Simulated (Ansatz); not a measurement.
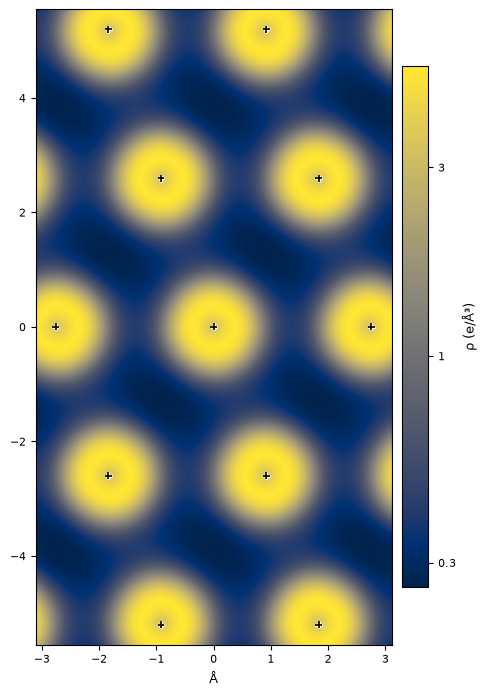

The valence electron density on a plane through atoms (crosses mark nuclei in the plane).

Level of theory: Ansatz 0.2.0, DFT PBE, scalar-relativistic, plane waves, PAW.

Candidates:
A. CdSe, a = 4.38 Å, b = 4.38 Å, c = 7.15 Å, α = 90.00°, β = 90.00°, γ = 120.00°. Space group P6₃mc; a structure from a database of computed crystals, not necessarily the ambient phase.
B. W, a = 5.51 Å, b = 5.51 Å, c = 5.51 Å, α = 109.47°, β = 109.47°, γ = 109.47°. Space group Im-3m.

Q: Which system is this?

A: Candidate B: W on the (100) plane of the calculation cell, which holds W. W–W (2.76 Å): ρ at the midpoint is about 0.41 e/Å³.
